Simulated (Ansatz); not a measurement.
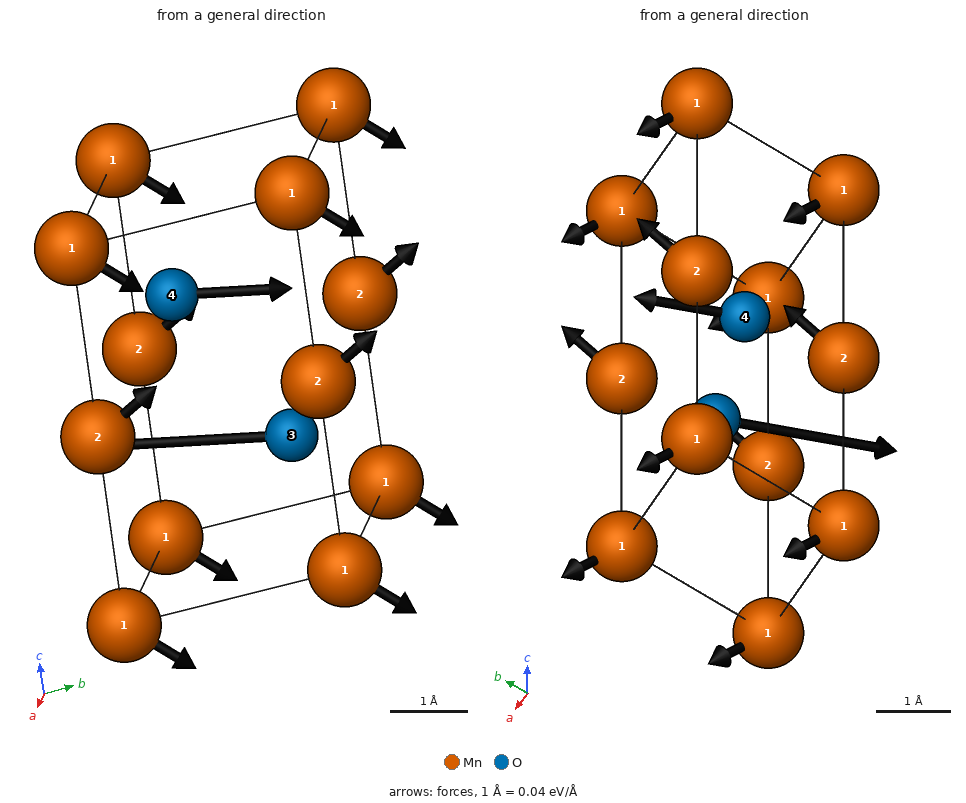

The crystal in a spheres-only representation, seen from two general directions. The edges of the simulation cell are marked. The arrows are the computed forces on the atoms.

System: MnO. Results below were computed with DFT PBE, scalar-relativistic, plane waves, PAW in Ansatz; the settings were a kinetic-energy cutoff of 420 eV, a 12×12×8 mesh of k-points, Gaussian smearing of 0.05 eV, collinear spins.

Is the structure at rest?

No. The atoms still feel forces of up to about 0.092 eV/Å, above a usual threshold of 0.01 to 0.03 eV/Å.

Which atom is furthest from force balance?

O3, about 0.092 eV/Å.

State the average force for each kind of atom.

Mean magnitudes: about Mn 0.026 eV/Å, O 0.072 eV/Å.

The cell started as a structure type filled with these elements by a generator (whether the compound takes this form wasn't checked). The cell was then strained or its atoms displaced on purpose. It was run through Ansatz as a DFT input.
